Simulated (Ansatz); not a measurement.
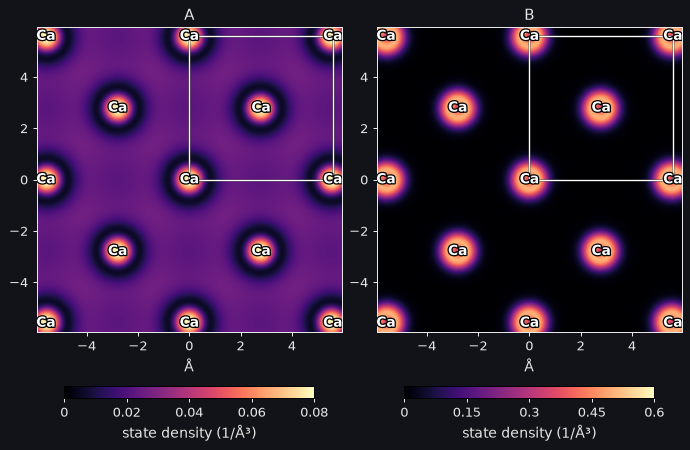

Ca: densities of the states in two energy windows, on the (001) plane of the conventional cell.

Space group Fm-3m.

Theory: DFT PBEsol, scalar-relativistic, plane waves, PAW in Ansatz.

In a PAW calculation such maps are meaningful between the atoms, not at the nuclei.

Match the panels to the energy ranges (zero at the Fermi level): −23.12 to −22.93 eV and −2.7 to −1.3 eV.

Answer. Panel A: −2.7 to −1.3 eV, the middle third of the occupied valence band, mainly Ca 4s (over 95 %).
Panel B: −23.12 to −22.93 eV, a separate group of bands (semicore or deep states), mainly Ca 3p (over 95 %).
The characters are Löwdin shares on a minimal set of atomic orbitals.

Cost of the run: 1.4 s on 1 thread of Intel(R) Xeon(R) 6975P-C (Granite Rapids), with other jobs on the host, peak memory 0.33 GiB.
